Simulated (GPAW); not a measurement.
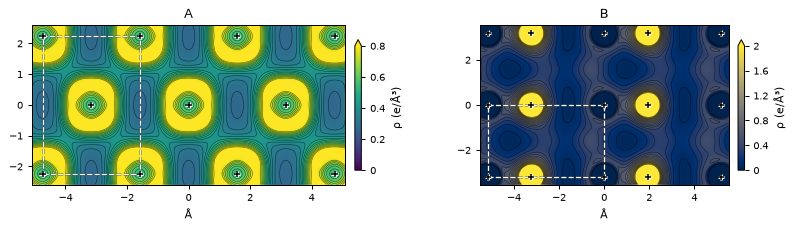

The valence electron density of 2 systems, each on a plane through atoms (crosses mark nuclei in the plane).

Method: Kohn-Sham DFT of a periodic cell, RPBE, GPAW PAW data sets (gpaw-data 1.2.1) (GPAW 26.7.0).

System 1: W, the (11̄0) plane of the conventional cell. Space group Im-3m; computed pressure about 10 GPa in this cell.

System 2: GaN, the (11̄0) plane of the conventional cell. Space group P6₃mc; computed pressure about 18 GPa in this cell.

**Match each panel to its system.**

Panel A is system 1, W: the plane holds W. W–W (2.74 Å): ρ at the midpoint is about 0.42 e/Å³. Panel B is system 2, GaN: the plane holds Ga and N. Ga–N (1.94 Å): the density is about 0.72 e/Å³ at the midpoint.
